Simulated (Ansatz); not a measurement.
## A series of single points on MgO

System: MgO (I4mm, 2 atoms in the cell).
Method: DFT PBE, scalar-relativistic, plane waves, PAW, no spin polarisation (Ansatz 0.2.0).

The 6 runs differ only in the geometry, by a shift of atoms along one path in a fixed cell. The shift s is measured from run 4: Mg1 moves along the Cartesian direction (0.00, −1.00, 0.00). The structure derives from an entry of the Crystallography Open Database.

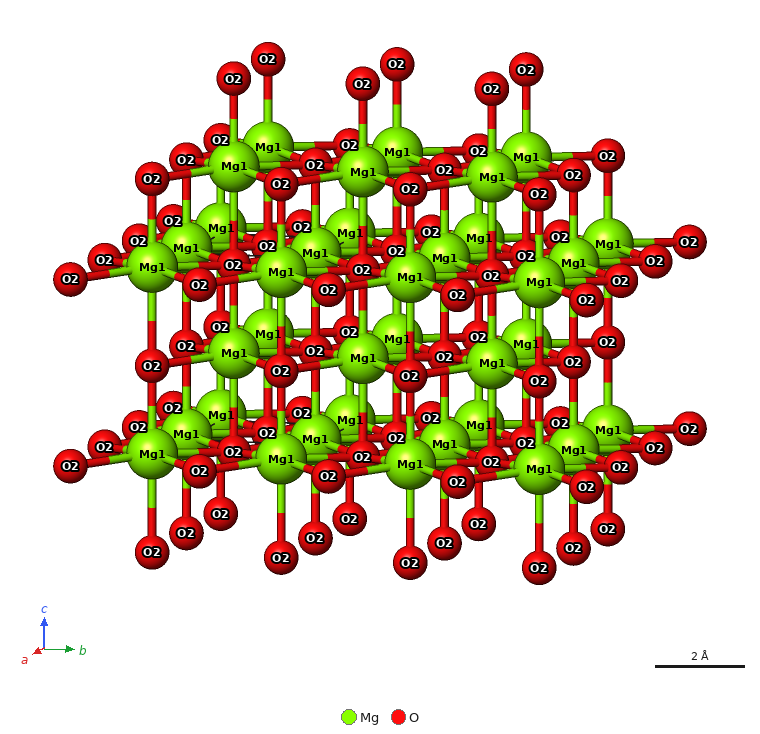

Figure 1. The structure of run 4 (ball-and-stick view of the cell 2 times as large as that of the calculation, set on its symmetry axes, repeated 2 × 3 × 2, seen slightly off an axis; bonded neighbours outside the cell are drawn too; atoms are numbered from 1 in the order of the input). An atom can appear more than once, as a periodic image.

**Input of run 4**
```yaml
crystal:
  lattice:
    - [0.0, 2.13515, 2.13515]
    - [2.13515, 0.0, 2.13515]
    - [2.13515, 2.13515, 0.0]
  atoms:
    - { symbol: Mg, position: [0.0292719481, -0.0292719481, 0.0292719481] }
    - { symbol: O, position: [0.5, 0.5, 0.5] }
basis:
  ecutwfc: 420
kpoints:
  mp_grid: { grid: [10, 10, 10] }
hamiltonian:
  xc: pbe
scf:
  occupations: { method: gaussian, width: 0.05 }
output:
  forces: true
  stress: true
  eigenvalues: true
```

Command:
```bash
ansatz run input.yaml --threads 1 --pin off --max-ram 2560MiB --backend cpu --events-out ev --progress --plain --runs-dir out
```

Run 2 differs from it as follows:
```diff
-    - { symbol: Mg, position: [0.0292719481, -0.0292719481, 0.0292719481] }
+    - { symbol: Mg, position: [0.0731798703, -0.0731798703, 0.0731798703] }
```

**Results, with one run withheld**

```tsv
run	shift s of Mg1 (Å)	free energy per atom, from the lowest run given (meV)	pressure (GPa)	gap on the mesh (eV)	force along the path (eV/Å)
1	−0.2500	243.72	12.71	4.34	3.709
2	−0.1875	?	?	?	?
3	−0.0625	40.06	1.40	4.35	1.066
4	0.0000	14.01	−0.36	4.35	0.623
5	0.0625	0.00	−1.36	4.35	0.286
6	0.3750	82.37	4.03	4.34	−1.676
```

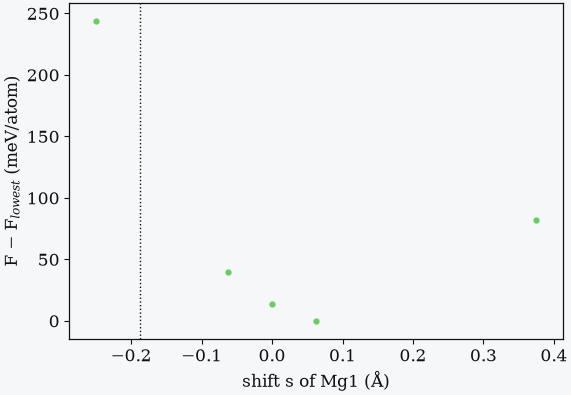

Figure 2. Free energy per atom of the runs given; the dotted line marks run 2.

Fit the runs given and predict run 2.

A cubic polynomial in the coordinate, fitted to the 5 runs given, misses them by at most 1.16 meV per atom. With x = s − 0.0250, it reads F = 6.2075 − 218.03 x + 1862.1 x² − 1764.3 x³ (meV per atom). At run 2 it gives 153.55 meV per atom, and the run itself gives 147.30. The slope of the fit gives a force −dF/ds of 2.497 eV/Å along the path (summed over the atoms that move), and the printed forces give 2.527 eV/Å. The fit has its minimum at s = 0.0894 Å. The miss comes from the order of the polynomial or from scatter in that run; these data can't tell which.

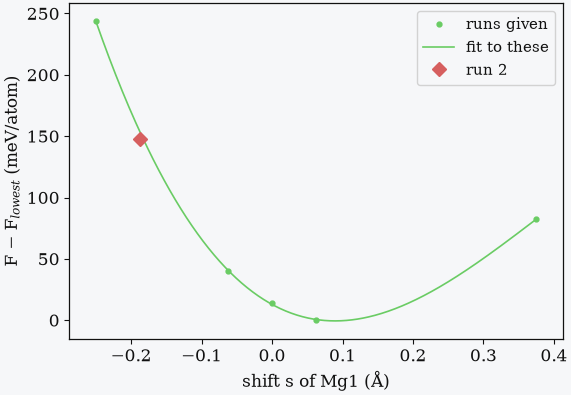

Figure 3. The fit and the withheld run.

**Output, shortened to warnings, some set-up lines, iterations and results (run 2)**
```
Basis set: ecut = 420 eV, 339 PW (Γ), exchange–correlation on 48×48×48 points (8 copies of the dense FFT grid, shifted against one another)
Symmetry: 8 space group operations
k-points: 102 of 1000 (time reversal used)
Initial density: superposition of atomic densities (neutral atoms: chi_scale 0, normalization atom), corrected by the library's trained network
[...]
SCF iter   1: F=—  HF=-2493.834278 eV  |F-HF|=—  |Δ(HF+E_count)|=         —  Δρ=1.08e-3  dr2=1.32e-4  ethr=1.77e-3  ⟨swp⟩=5.6  Hψ=7332  notcnv=0
SCF iter   2: F=—  HF=-2493.834316 eV  |F-HF|=—  |Δ(HF+E_count)|=   3.77e-5  Δρ=5.33e-4  dr2=2.67e-5  ethr=8.26e-7  ⟨swp⟩=2.4  Hψ=2843  notcnv=0
SCF iter   3: F=—  HF=-2493.834325 eV  |F-HF|=—  |Δ(HF+E_count)|=   9.10e-6  Δρ=1.07e-4  dr2=6.96e-7  ethr=1.67e-7  ⟨swp⟩=2.0  Hψ=1848  notcnv=0
SCF iter   4: F=-2493.834325 eV  HF=-2493.834325 eV  |F-HF|=8.99e-8  |Δ(HF+E_count)|=   3.34e-7  Δρ=3.48e-5  dr2=7.15e-8  ethr=4.35e-9  ⟨swp⟩=2.0  Hψ=1919  notcnv=0
SCF iter   5: F=-2493.834325 eV  HF=-2493.834325 eV  |F-HF|=7.73e-12  |Δ(HF+E_count)|=   1.16e-7  Δρ=3.31e-6  dr2=9.85e-10  ethr=4.47e-10  ⟨swp⟩=2.0  Hψ=2040  notcnv=0
SCF iter   6: F=-2493.834325 eV  HF=-2493.834325 eV  |F-HF|=2.91e-11  |Δ(HF+E_count)|=  4.73e-10  Δρ=5.64e-7  dr2=1.90e-11  ethr=6.15e-12  ⟨swp⟩=1.4  Hψ=3629  notcnv=0
SCF 1 converged in 6 iterations: F = -2493.834325 eV  dr2 = 1.90e-11
SCF converged after 6 iterations
Free energy (F): -2493.834325 eV
Harris-Foulkes:  -2493.834325 eV  (|F-HF|=2.91e-11)
Internal energy: -2493.834325 eV  (E = F + TS)
E sigma→0 (E₀):  -2493.834325 eV
Fermi energy:    9.717947 eV
--- Per-component energies (eV) ---
  E_band       = -300.551575
  E_kinetic    = 255.694175
  E_local      = -1648.397976  (includes V_loc(G=0)·N_el)
  E_nonlocal   = 142.958765
  E_hartree    = 573.139637
  E_xc         = -105.173812
  E_vxc        = -134.761659  (∫ρ·V_xc dr)
  E_paw        = -449.976422  (= ΣΔE_a)
  E_vpaw       = -62.326756  (= ΣTr[D̂ρ^β])
  E_aug_tail   = 0.002463  (compensation charges beyond the density's cutoff)
  E_ewald      = -1262.081155
  E_smearing   = -0.000000  (= −TS)
  E_closure    = 0.000000  (closes the sum)
  Σ components = -2493.834325   (vs F -2493.834325, Δ=0.00e0)
--- Forces (eV/Å), atoms counted from 1 ---
  atom   1  Mg     0.00000000    -2.52657547     0.00000000
  atom   2  O      0.00000000     2.52657428     0.00000000
  max |Σ_I F_I| component: 1.19e-6 eV/Å
--- Stress (GPa, compression-positive) ---
       -3.294405      -0.000000       0.000000
       -0.000000      29.746677       0.000000
        0.000000       0.000000      -3.294405
  P = ⅓ Tr σ = 7.7193 GPa (77.193 kbar)
```
